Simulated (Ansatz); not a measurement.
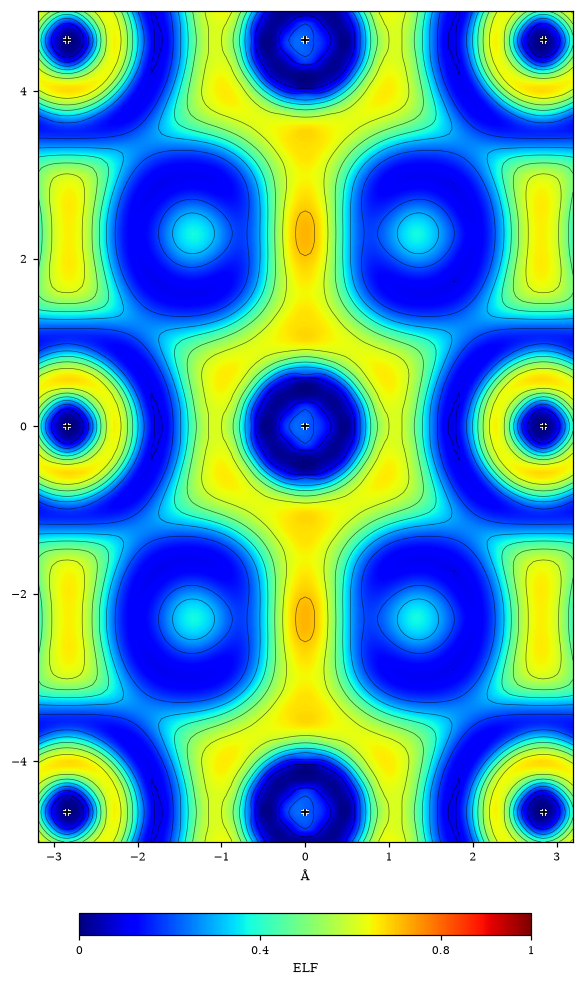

The electron localisation function on a plane through atoms (crosses mark nuclei in the plane).

Theory: Ansatz 0.2.0, DFT PBEsol, scalar-relativistic, plane waves, PAW.

Candidates:
A. Ti, a = 4.06 Å, b = 4.06 Å, c = 4.06 Å, α = 90.00°, β = 90.00°, γ = 90.00°. Space group Fm-3m; computed without spin polarisation.
B. Ti$_{3}$Al, a = 5.69 Å, b = 5.69 Å, c = 4.61 Å, α = 90.00°, β = 90.00°, γ = 120.00°. Space group P6₃/mmc; computed without spin polarisation.

Question: Which candidate gave the map?

Answer: Candidate B: Ti$_{3}$Al on the (010) plane of the conventional cell, which holds Ti and Al.
